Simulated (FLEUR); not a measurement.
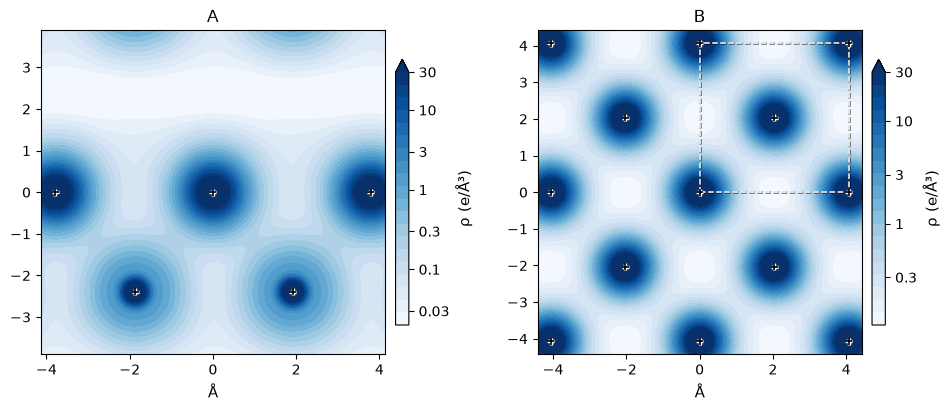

The total electron density of 2 systems, each on a plane through atoms (crosses mark nuclei in the plane).

All numbers below come from Kohn-Sham DFT of a periodic cell, PBE, all-electron in FLEUR.

System 1: Au, the (001) plane of the conventional cell. Space group Fm-3m.

```yaml
crystal:
  lattice:
    - [4.07000, 0.00000, 0.00000]
    - [0.00000, 4.07000, 0.00000]
    - [0.00000, 0.00000, 4.07000]
  atoms:
    - { symbol: Au, position: [0.00000, 0.00000, 0.00000] }
    - { symbol: Au, position: [0.50000, 0.50000, 0.00000] }
    - { symbol: Au, position: [0.50000, 0.00000, 0.50000] }
    - { symbol: Au, position: [0.00000, 0.50000, 0.50000] }
```

System 2: PbS, the (011) plane of the conventional cell. Space group P1; a structure from a database of computed crystals, not necessarily the ambient phase; changed on purpose from its base cell (atoms moved at random by about 0.05 A).

```
Pb S
1.0
     0.00000    0.00000    3.78817
     4.08970    0.00000    0.00000
    -2.04485    3.54178    0.00000
Pb S
1 1
Direct
  0.99818 0.00914 0.00313
  0.50437 0.64940 0.31891
```

Match each panel to its system.

Answer. Panel A is system 2, PbS: the plane holds Pb and S. Pb–S (3.04 Å): ρ is about 0.2 e/Å³ halfway. Panel B is system 1, Au: the plane holds Au. Au–Au (2.88 Å): ρ is about 0.29 e/Å³ halfway.
